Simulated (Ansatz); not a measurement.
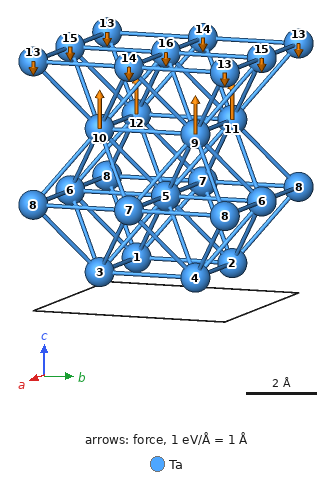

Starting geometry of a slab of composition Ta (cut from the Fm-3m phase) with the computed forces as orange arrows. Style: ball-and-stick. Shown: the cell of the calculation, outlined in the plane, without the vacuum, slightly off an axis.

Case: clean slab, lower planes held. The slab is the (1 0 0) face of Ta. 8 atoms are held fixed.

Level of theory: Ansatz 0.2.0, DFT PBE+D3(BJ), scalar-relativistic, plane waves, PAW.

Input file:
```yaml
crystal:
  lattice:
    - [5.9136804088, 0.0, 0.0]
    - [0.0, 5.9136804088, 0.0]
    - [0.0, 0.0, 22.2724052782]
  atoms:
    - { symbol: Ta, position: [0.25, 0.25, 0.3591888662] }
    - { symbol: Ta, position: [0.25, 0.75, 0.3591888662] }
    - { symbol: Ta, position: [0.75, 0.25, 0.3591888662] }
    - { symbol: Ta, position: [0.75, 0.75, 0.3591888662] }
    - { symbol: Ta, position: [0.5, 0.5, 0.4530629554] }
    - { symbol: Ta, position: [0.5, 0.0, 0.4530629554] }
    - { symbol: Ta, position: [0.0, 0.5, 0.4530629554] }
    - { symbol: Ta, position: [0.0, 0.0, 0.4530629554] }
    - { symbol: Ta, position: [0.75, 0.75, 0.5469370446] }
    - { symbol: Ta, position: [0.75, 0.25, 0.5469370446] }
    - { symbol: Ta, position: [0.25, 0.75, 0.5469370446] }
    - { symbol: Ta, position: [0.25, 0.25, 0.5469370446] }
    - { symbol: Ta, position: [0.0, 0.0, 0.6408111338] }
    - { symbol: Ta, position: [0.0, 0.5, 0.6408111338] }
    - { symbol: Ta, position: [0.5, 0.0, 0.6408111338] }
    - { symbol: Ta, position: [0.5, 0.5, 0.6408111338] }
basis:
  ecutwfc: 420
kpoints:
  mp_grid: { grid: [3, 3, 1] }
hamiltonian:
  xc: pbe
  dispersion: d3bj
scf:
  occupations: { method: gaussian, width: 0.1 }
output:
  forces: true
  eigenvalues: true
  write_density: true
  write_potential: true
  elf: true
  volumetric_format: npy
relax:
  adjacent_minimum: "off"
  f_tol: 0.03
  max_steps: 70
  constraints: [{ sites: [0, 1, 2, 3, 4, 5, 6, 7] }]
efield:
  axis: 3
  dipole_correction: true
  ramp_width: 0.04
```

Run as
```bash
ansatz run input.yaml --threads 4 --pin off --max-ram 10240MiB --backend cpu --events-out ev --progress --plain --runs-dir out
```

What follows when this structure is relaxed?

It isn't relaxed: the largest force vector, on Ta atoms, is 1.15 eV/Å. The final displacements follow the starting forces only in part (cosine between the two patterns 0.66). The largest moves, 0.14 Å, are those of Ta9, Ta10, Ta11 and Ta12. Ta9 goes along the normal (+c). The lattice vectors keep their values. Some distances before and after: Ta5–Ta10 2.957 → 3.058 Å, Ta10–Ta13 2.957 → 2.912 Å. Over 3 accepted moves (5 points after the start) the energy falls by 0.271 eV per cell of the calculation. Largest force component: 1.1 eV/Å at the start, 0.0066 eV/Å at the end. The line search rejected the trial step at point 1 of the run. 1 step only repeated the SCF at the same geometry. The run took 54 s on 4 threads of Arm Neoverse V1, on a shared host, peak memory 1.4 GiB.
